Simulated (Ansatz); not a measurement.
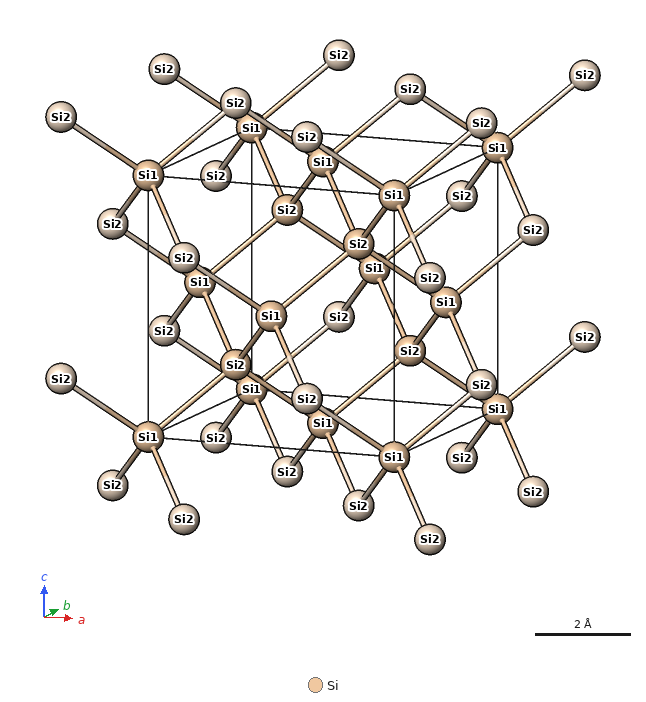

Figure 1. The structure of run A (ball-and-stick view of the cell 4 times as large as that of the calculation, set on its symmetry axes, seen slightly off an axis; neighbours outside the cell are drawn fainter; atoms are numbered from 1 in the order of the input). An atom can appear more than once, as a periodic image.

## From Si to Sn

System: Si (Fd-3m, 2 atoms in the cell).
Method of run A: DFT r2SCAN, scalar-relativistic, plane waves, PAW, no spin polarisation (Ansatz 0.2.0).
System of run B: Sn (2 atoms in the cell).

On run A: The structure was made by swapping elements on the sites of another compound; it need not be a known phase. On run B: The structure derives from a Materials Project entry. Text and figures count atoms from 1; the logs count them from 0 in places.

**The input, run A**
```yaml
crystal:
  lattice:
    - [0.0, 2.8257244376, 2.8257244376]
    - [2.8257244376, 0.0, 2.8257244376]
    - [2.8257244376, 2.8257244376, 0.0]
  atoms:
    - { symbol: Si, position: [0.0, 0.0, 0.0] }
    - { symbol: Si, position: [0.25, 0.25, 0.25] }
basis:
  ecutwfc: 500
kpoints:
  mp_grid: { grid: [6, 6, 6] }
hamiltonian:
  xc: r2scan
scf:
  occupations: { method: gaussian, width: 0.1 }
output:
  forces: true
  stress: true
  eigenvalues: true
relax:
  adjacent_minimum: "off"
  f_tol: 0.05
  max_steps: 60
  cell: { stress_tol: 0.5 }
```

Launched with:
```bash
ansatz run input.yaml --threads 1 --pin off --max-ram 2560MiB --backend cpu --events-out ev --progress --plain --runs-dir out
```

Hardware: 1 thread of Intel Xeon @ 2.50GHz (Skylake/Cascade Lake), 192 GiB of memory available, shared host.

**Output, shortened to warnings, some set-up lines, iterations and results (run A)**
```
Basis set: ecut = 500 eV, 1139 PW (Γ), exchange–correlation on 120×120×120 points (64 copies of the dense FFT grid, shifted against one another)
Symmetry: 48 space group operations
k-points: 16 of 216
Initial density: superposition of atomic densities (neutral atoms: chi_scale 0, normalization atom), corrected by the library's trained network
[...]
SCF iter   1: F=—  HF=-1277.963558 eV  |F-HF|=—  |Δ(HF+E_count)|=         —  Δρ=3.23e-3  dr2=5.77e-3  dr2_τ=8.22e-3  ethr=1.77e-3  ⟨swp⟩=5.8  Hψ=1134  notcnv=0
SCF iter   2: F=—  HF=-1277.972144 eV  |F-HF|=—  |Δ(HF+E_count)|=   8.59e-3  Δρ=1.65e-3  dr2=1.14e-3  dr2_τ=4.43e-6  ethr=7.21e-5  ⟨swp⟩=2.8  Hψ=374  notcnv=0
SCF iter   3: F=—  HF=-1277.971984 eV  |F-HF|=—  |Δ(HF+E_count)|=   1.61e-4  Δρ=1.37e-4  dr2=5.54e-6  dr2_τ=3.27e-7  ethr=1.43e-5  ⟨swp⟩=2.0  Hψ=192  notcnv=0
SCF iter   4: F=—  HF=-1277.971991 eV  |F-HF|=—  |Δ(HF+E_count)|=   7.25e-6  Δρ=3.18e-5  dr2=2.33e-7  dr2_τ=4.20e-9  ethr=6.93e-8  ⟨swp⟩=2.4  Hψ=193  notcnv=0
SCF iter   5: F=-1277.971991 eV  HF=-1277.971991 eV  |F-HF|=1.37e-9  |Δ(HF+E_count)|=   2.07e-7  Δρ=2.81e-6  dr2=2.41e-9  dr2_τ=4.62e-11  ethr=2.91e-9  ⟨swp⟩=2.3  Hψ=191  …
[... 16 lines ...]
SCF iter   1: F=—  HF=-1278.111697 eV  |F-HF|=—  |Δ(HF+E_count)|=         —  Δρ=5.17e-5  dr2=1.09e-7  dr2_τ=2.37e-7  ethr=8.01e-8  ⟨swp⟩=3.1  Hψ=1527  notcnv=0
SCF iter   2: F=—  HF=-1278.111699 eV  |F-HF|=—  |Δ(HF+E_count)|=   2.16e-6  Δρ=2.64e-5  dr2=2.77e-8  dr2_τ=7.95e-9  ethr=1.36e-9  ⟨swp⟩=2.0  Hψ=192  notcnv=0
SCF iter   3: F=-1278.111699 eV  HF=-1278.111699 eV  |F-HF|=7.36e-10  |Δ(HF+E_count)|=   5.36e-7  Δρ=1.31e-6  dr2=5.58e-10  dr2_τ=1.71e-11  ethr=2.50e-11  ⟨swp⟩=4.0  Hψ=659  …
SCF 4 converged in 3 iterations: F = -1278.111699 eV  dr2 = 5.58e-10
relax step   4: F+E_penalty+E_count = -1278.11169927 eV  Δ(F+E_penalty+E_count) = +3.368e-4 eV  max|allowed force component| = 1.850e-17 eV/Å  Δτ_max = 0.0000 Å  P = +0.206 …
basis re-selected at this cell: Δ(F+E_penalty+E_count) = +3.368e-4 eV, ΔP = +0.006 GPa vs the last step (what re-selecting the basis moved, of the pressure what is left beyond the Pulay correction that the steps carried, after the strain that the cell walked since its last selection, with what the …
SCF converged after 3 iterations
Free energy (F): -1278.111699 eV
Harris-Foulkes:  -1278.111699 eV  (|F-HF|=7.36e-10)
Internal energy: -1278.111699 eV  (E = F + TS)
E sigma→0 (E₀):  -1278.111699 eV
Fermi energy:    6.547810 eV
--- Per-component energies (eV) ---
  E_band       = 6.570563
  E_kinetic    = 80.944328
  E_local      = -53.774691  (includes V_loc(G=0)·N_el)
  E_nonlocal   = 49.997480
  E_hartree    = 15.023090
  E_xc         = -103.040282
  E_vxc        = -99.523941  (∫ρ·V_xc dr)
  E_paw        = -1039.037015  (= ΣΔE_a)
  E_vpaw       = -5.009776  (= ΣTr[D̂ρ^β])
  E_aug_tail   = 0.000009  (compensation charges beyond the density's cutoff)
  E_vtau       = 3.890856  (kinetic-family band-sum trace: ∫τ·v_τ [+ j·A + Jᵃ·Aᵃ] dr)
  E_ewald      = -228.071751
  E_core_change = -0.152866  (= ΣΔE_core)
  E_smearing   = -0.000000  (= −TS)
  E_closure    = -0.000000  (closes the sum)
  Σ components = -1278.111699   (vs F -1278.111699, Δ=0.00e0)
--- Forces (eV/Å), atoms counted from 1 ---
  atom   1  Si     0.00000000    -0.00000000     0.00000000
  atom   2  Si    -0.00000000    -0.00000000     0.00000000
  max |Σ_I F_I| component: 6.48e-17 eV/Å
--- Stress (GPa, compression-positive) ---
        0.206351      -0.000000      -0.000000
       -0.000000       0.206351      -0.000000
       -0.000000      -0.000000       0.206351
  P = ⅓ Tr σ = 0.2064 GPa (2.064 kbar)
--- Relaxed structure (3 steps of the walk, 3 accepted, 1 SCFs on fresh bases) ---
  F+E_penalty+E_count = -1278.11169927 eV   max|allowed force component| = 1.850e-17 eV/Å   (the final SCF, on the basis selected at the relaxed cell)
  cell:  # Å, volume = 40.2840 Å³
    - [-7.400231725900705e-34, 2.7208273406660055, 2.7208273406660055]
    - [2.7208273406660055, -3.057223219737354e-34, 2.7208273406660055]
    - [2.7208273406660055, 2.7208273406660055, -3.8334713028737917e-34]
  atoms:
    - { symbol: Si, position: [6.354223412035994e-35, -6.993195598721178e-35, 4.7212944905071914e-35] }
[...]
```

For run B the input was changed thus:
```diff
-    - [0.0, 2.8257244376, 2.8257244376]
-    - [2.8257244376, 0.0, 2.8257244376]
-    - [2.8257244376, 2.8257244376, 0.0]
+    - [0.0, 3.284986997, 3.284986997]
+    - [3.284986997, 0.0, 3.284986997]
+    - [3.284986997, 3.284986997, 0.0]
-    - { symbol: Si, position: [0.0, 0.0, 0.0] }
-    - { symbol: Si, position: [0.25, 0.25, 0.25] }
+    - { symbol: Sn, position: [0.0, 0.0, 0.0] }
+    - { symbol: Sn, position: [0.25, 0.25, 0.25] }
-  mp_grid: { grid: [6, 6, 6] }
+  mp_grid: { grid: [12, 12, 12] }
+  write_density: true
+  write_potential: true
+  elf: true
+  volumetric_format: npy
-  f_tol: 0.05
-  max_steps: 60
-  cell: { stress_tol: 0.5 }
+  f_tol: 0.005
+  max_steps: 80
+  cell: { stress_tol: 0.05 }
```

Predict how the results change.

The total energies belong to different systems, so their difference says nothing on which is more stable or more accurate. The gap of 0.91 eV on the mesh closes. The pressure goes from 0.21 to 0.04 GPa. The volume per atom goes from 20.14 to 35.36 Å³. The number of SCF iterations is the same. The irreducible k-points go from 16 to 72. On the same kind of shared host run B took about 4.9 times as long.

**Output, shortened to warnings, some set-up lines, iterations and results (run B)**
```
Basis set: ecut = 500 eV, 1807 PW (Γ), exchange–correlation on 144×144×144 points (64 copies of the dense FFT grid, shifted against one another)
Symmetry: 48 space group operations
k-points: 72 of 1728
Initial density: superposition of atomic densities (neutral atoms: chi_scale 0, normalization atom), corrected by the library's trained network
[...]
SCF iter   1: F=—  HF=-12077.273046 eV  |F-HF|=—  |Δ(HF+E_count)|=         —  Δρ=4.89e-3  dr2=7.21e-3  dr2_τ=4.44e-3  ethr=1.77e-3  ⟨swp⟩=5.8  Hψ=6843  notcnv=0
SCF iter   2: F=—  HF=-12077.280251 eV  |F-HF|=—  |Δ(HF+E_count)|=   7.20e-3  Δρ=1.81e-3  dr2=1.11e-3  dr2_τ=2.24e-5  ethr=2.57e-5  ⟨swp⟩=2.0  Hψ=3104  notcnv=0
SCF iter   3: F=—  HF=-12077.280459 eV  |F-HF|=—  |Δ(HF+E_count)|=   2.09e-4  Δρ=6.60e-4  dr2=1.43e-4  dr2_τ=4.88e-6  ethr=3.95e-6  ⟨swp⟩=2.8  Hψ=2324  notcnv=0
SCF iter   4: F=—  HF=-12077.280430 eV  |F-HF|=—  |Δ(HF+E_count)|=   2.98e-5  Δρ=7.78e-5  dr2=2.62e-6  dr2_τ=8.86e-8  ethr=5.09e-7  ⟨swp⟩=2.3  Hψ=2243  notcnv=0
SCF iter   5: F=—  HF=-12077.280428 eV  |F-HF|=—  |Δ(HF+E_count)|=   1.08e-6  Δρ=6.45e-6  dr2=1.72e-8  dr2_τ=4.87e-10  ethr=9.34e-9  ⟨swp⟩=2.0  Hψ=2306  notcnv=0
[... 14 lines ...]
SCF iter   3: F=—  HF=-12077.280447 eV  |F-HF|=—  |Δ(HF+E_count)|=  2.62e-10  Δρ=8.47e-7  dr2=3.23e-10  dr2_τ=4.24e-12  ethr=3.33e-12  ⟨swp⟩=2.0  Hψ=2108  notcnv=0
SCF iter   4: F=—  HF=-12077.280447 eV  |F-HF|=—  |Δ(HF+E_count)|=  2.91e-10  Δρ=2.92e-7  dr2=3.60e-11  dr2_τ=5.84e-12  ethr=1.15e-12  ⟨swp⟩=2.0  Hψ=2306  notcnv=0
SCF iter   5: F=-12077.280447 eV  HF=-12077.280447 eV  |F-HF|=3.64e-12  |Δ(HF+E_count)|=  2.73e-11  Δρ=3.73e-8  dr2=4.76e-13  dr2_τ=2.05e-14  ethr=1.00e-12  ⟨swp⟩=6.7  …
SCF 3 converged in 5 iterations: F = -12077.280447 eV  dr2 = 4.76e-13
relax step   3: F+E_penalty+E_count = -12077.28044659 eV  Δ(F+E_penalty+E_count) = +2.546e-6 eV  max|allowed force component| = 3.556e-17 eV/Å  Δτ_max = 0.0000 Å  P = +0.037 …
basis re-selected at this cell: Δ(F+E_penalty+E_count) = +2.546e-6 eV, ΔP = -0.000 GPa vs the last step (what re-selecting the basis moved, of the pressure what is left beyond the Pulay correction that the steps carried, after the strain that the cell walked since its last selection, with what the …
SCF converged after 5 iterations
Free energy (F): -12077.280447 eV
Harris-Foulkes:  -12077.280447 eV  (|F-HF|=3.64e-12)
Internal energy: -12077.280060 eV  (E = F + TS)
E sigma→0 (E₀):  -12077.280253 eV
Entropy (-TS):   -0.000387 eV (-0.193 meV/atom)
Fermi energy:    7.329179 eV
--- Per-component energies (eV) ---
  E_band       = -277.558238
  E_kinetic    = 373.266980
  E_local      = -2344.076754  (includes V_loc(G=0)·N_el)
  E_nonlocal   = -64.903760
  E_hartree    = 1342.860869
  E_xc         = -747.773161
  E_vxc        = -207.222097  (∫ρ·V_xc dr)
  E_paw        = -8322.144844  (= ΣΔE_a)
  E_vpaw       = -733.633702  (= ΣTr[D̂ρ^β])
  E_aug_tail   = -0.000001  (compensation charges beyond the density's cutoff)
  E_vtau       = 13.289333  (kinetic-family band-sum trace: ∫τ·v_τ [+ j·A + Jᵃ·Aᵃ] dr)
  E_ewald      = -2315.980029
  E_core_change = 1.470640  (= ΣΔE_core)
  E_smearing   = -0.000387  (= −TS)
  E_closure    = 0.000000  (closes the sum)
  Σ components = -12077.280447   (vs F -12077.280447, Δ=0.00e0)
--- Forces (eV/Å), atoms counted from 1 ---
  atom   1  Sn    -0.00000000     0.00000000    -0.00000000
  atom   2  Sn     0.00000000    -0.00000000     0.00000000
  max |Σ_I F_I| component: 1.27e-17 eV/Å
--- Stress (GPa, compression-positive) ---
        0.037288      -0.000000      -0.000000
       -0.000000       0.037288      -0.000000
       -0.000000      -0.000000       0.037288
  P = ⅓ Tr σ = 0.0373 GPa (0.373 kbar)
--- Relaxed structure (2 steps of the walk, 2 accepted, 1 SCFs on fresh bases) ---
  F+E_penalty+E_count = -12077.28044659 eV   max|allowed force component| = 3.556e-17 eV/Å   (the final SCF, on the basis selected at the relaxed cell)
  cell:  # Å, volume = 70.7215 Å³
    - [-1.1464587074015075e-34, 3.282265888218327, 3.282265888218327]
    - [3.282265888218327, 0.0, 3.282265888218327]
    - [3.282265888218327, 3.282265888218327, -3.8215290246716924e-35]
  atoms:
    - { symbol: Sn, position: [0.0, -4.8856863719351176e-36, 4.8856863719351176e-36] }
[...]
```

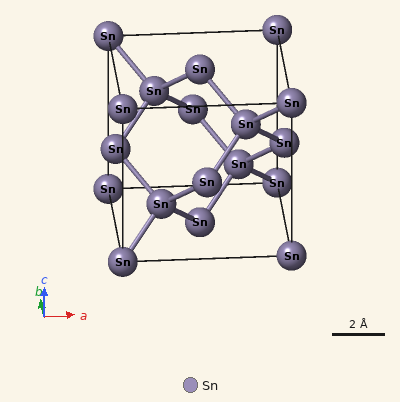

Figure 2. The input structure of run B (ball-and-stick view of the cell 4 times as large as that of the calculation, set on its symmetry axes, seen at an oblique angle). An atom can appear more than once, as a periodic image.

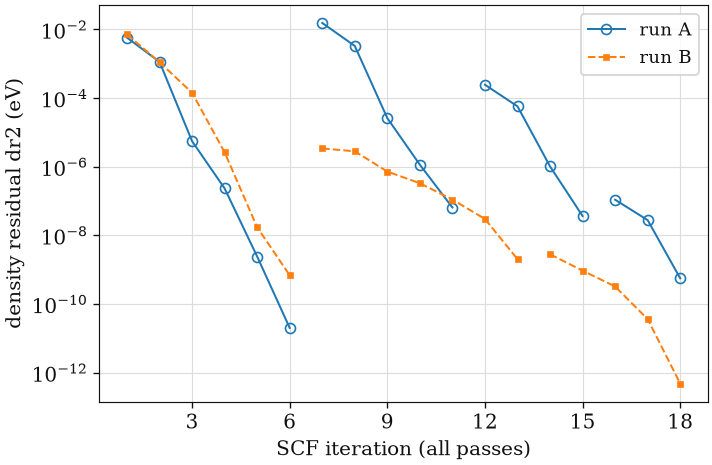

Figure 3. Convergence of the two runs: density residual dr2 against the SCF iteration. A break in a curve parts two SCF passes. Run A takes 18 iterations in all, and run B takes 18.

**The two runs side by side**

| quantity | run A | run B |
| --- | --- | --- |
| outcome | converged | converged |
| free energy per atom (eV) | −639.0558 | −6038.6402 |
| gap on the mesh (eV) | 0.91 | 0.00 |
| pressure (GPa) | 0.21 | 0.04 |
| volume per atom (Å³) | 20.14 | 35.36 |
| largest force (eV/Å) | 0.000 | 0.000 |
| SCF iterations | 18 | 18 |
| irreducible k-points | 16 | 72 |
| wall time (shared host) | 11 s | 52 s |
